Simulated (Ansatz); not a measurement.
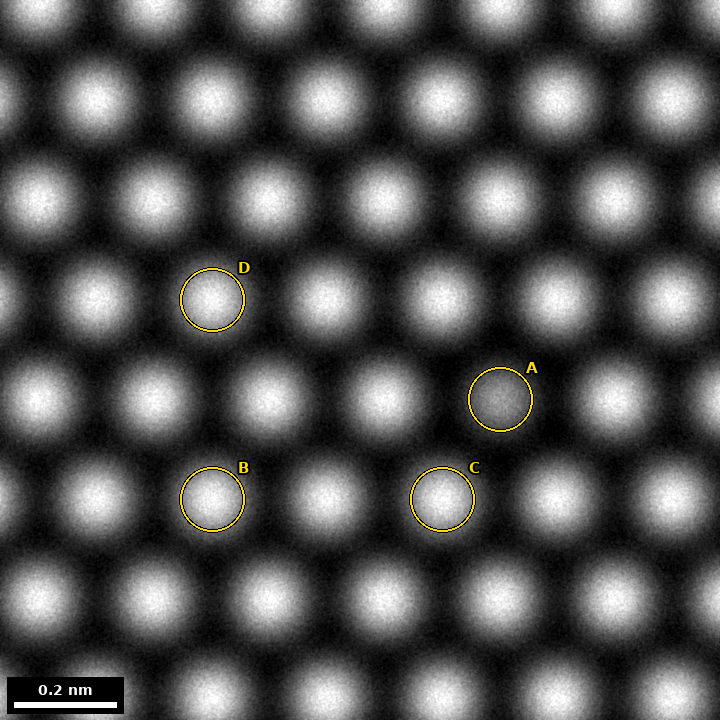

HAADF-like image of Ru (Fd-3m, No. 227) along [111]. Simulation: incoherent imaging, intensity Z^1.7 per atom, probe width 1.30 Å, thin sample. The probe carries 15 % of its weight in a tail 2.5 times as wide. Shot noise was added.

The sample is 1 repeat (9.5 Å) thick. One point defect was put into the perfect crystal, without relaxing the atoms around it. Brightness is counted from the darkest point of the image. Host structure: the input geometry of an electronic-structure calculation (not necessarily at equilibrium); the starting structure was generated, so it need not be a known form of this composition.

Which ringed column holds the defect, and does it scatter more or less than its equals?

A; it scatters less. The column holds 2 atoms (Ru) through the sample, and one Ru atom is replaced by Fe, so its peak drops to about 60 % of that of its equals.
